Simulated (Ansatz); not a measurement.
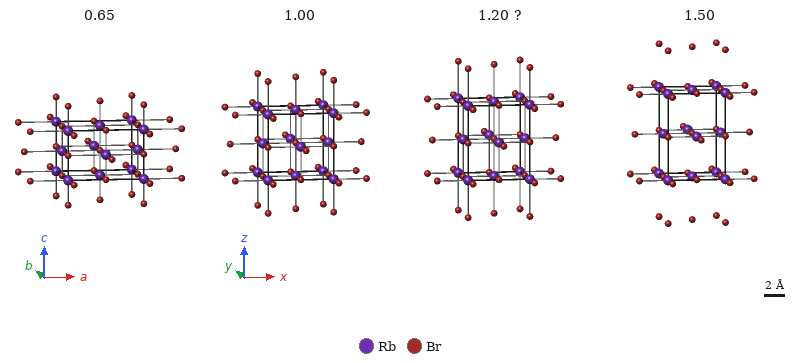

A scan of a crystal of RbBr (Fm-3m): the ratio of the cell's length along z to its lengths across, counted as 1 for the reference, is changed at fixed volume (a tetragonal or Bain path), with the atoms kept at their fractional coordinates. x, y and z are the Cartesian axes of the input. A ball-and-stick model of the conventional cell (4 times the calculation's cell), seen along the b axis, with a slight tilt. Lengths and directions refer to the drawn axes.

Computed with DFT PBE, scalar-relativistic, plane waves, PAW in Ansatz 0.2.0. (plane-wave cutoff 420 eV; k-point mesh 6 × 6 × 6; occupations gaussian; smearing width 0.05 eV; no spin polarisation). Energies (free energies at the smearing named) are counted from the cell as listed in its source, which wasn't relaxed.

| axial ratio over its reference value | E − E(ref) (meV/atom) |
| --- | --- |
| 0.650 | 1166 |
| 0.707 | 630 |
| 0.780 | 263 |
| 0.850 | 95 |
| 0.920 | 22 |
| 0.960 | 5 |
| 1.000 | 0 |
| 1.050 | 6 |
| 1.100 | 23 |
| 1.200 | ? |
| 1.300 | 159 |
| 1.414 | 276 |
| 1.500 | 384 |

Q: Fill in the missing row.

A: A straight line between the two neighbours gives 91 meV/atom. A cubic through the four nearest rows (1.050, 1.100, 1.300, 1.414) gives, with Lagrange weights, (−0.4703)(6) + (1.0223)(23) + (0.5632)(159) + (−0.1151)(276) = 78 meV/atom. The calculation gives 79 meV/atom, so the cubic is 1 meV/atom too low and the straight line 12 meV/atom too high, as the curve bends upwards here.

The whole profile:

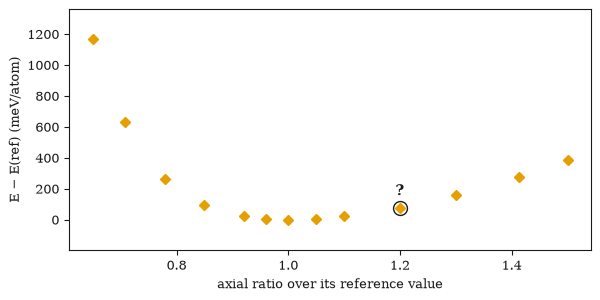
